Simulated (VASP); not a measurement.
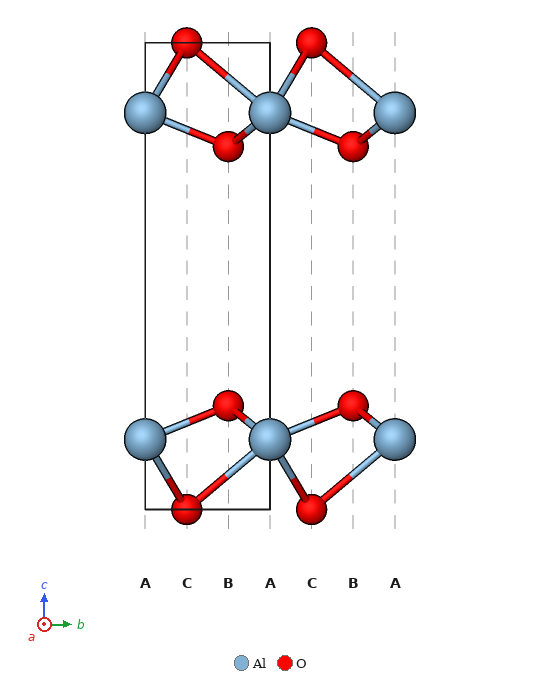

The picture looks along a close-packed row of the hexagonal mesh; c points upwards. The dashed lines mark the three columns A (0, 0), B (1/3, 2/3) and C (2/3, 1/3). The sequence starts with the first layer at or above the cell's origin.

System Al₂O₃; source of the atomic positions: a cell listed in the Materials Project, as set up for an electronic-structure calculation.

Question: Read off the stacking sequence over one period.

Answer: O(C) – Al(A) – O(B) – O(B) – Al(A) (five layers in 9.34 Å).
